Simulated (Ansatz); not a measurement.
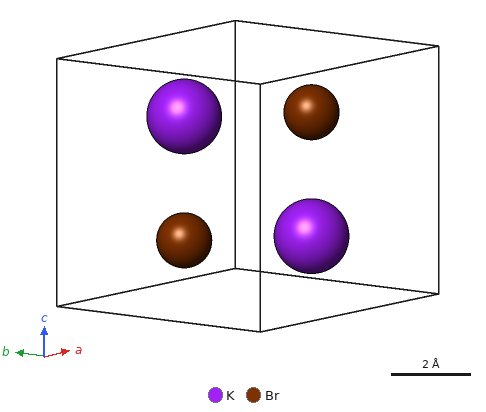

The image is a spheres-only drawing of a crystal, viewed from a general direction. The conventional unit cell is drawn as a box.

KBr, space group P6_3/mmc (No. 194), a = 5.62 Å, b = 5.62 Å, c = 6.55 Å, α = 90.00°, β = 90.00°, γ = 120.00°.

Electronic-structure method: G0W0 on r2SCAN, plane waves, PAW (Ansatz 0.2.0). Parameters: a kinetic-energy cutoff of 500 eV, Brillouin-zone sampling on a 6×6×2 mesh, no spin polarisation.

**How large a gap does the method give, if there is one?**

An insulator at this level, with a gap of 4.76 eV, direct.

Its origin is a structure type filled with these elements by a generator (whether the compound takes this form wasn't checked). Earlier steps of the study, as a rule a relaxation of our own, may have changed the cell and positions, so they can lie some per cent off the listed ones. An electronic-structure calculation with Ansatz was run on it.
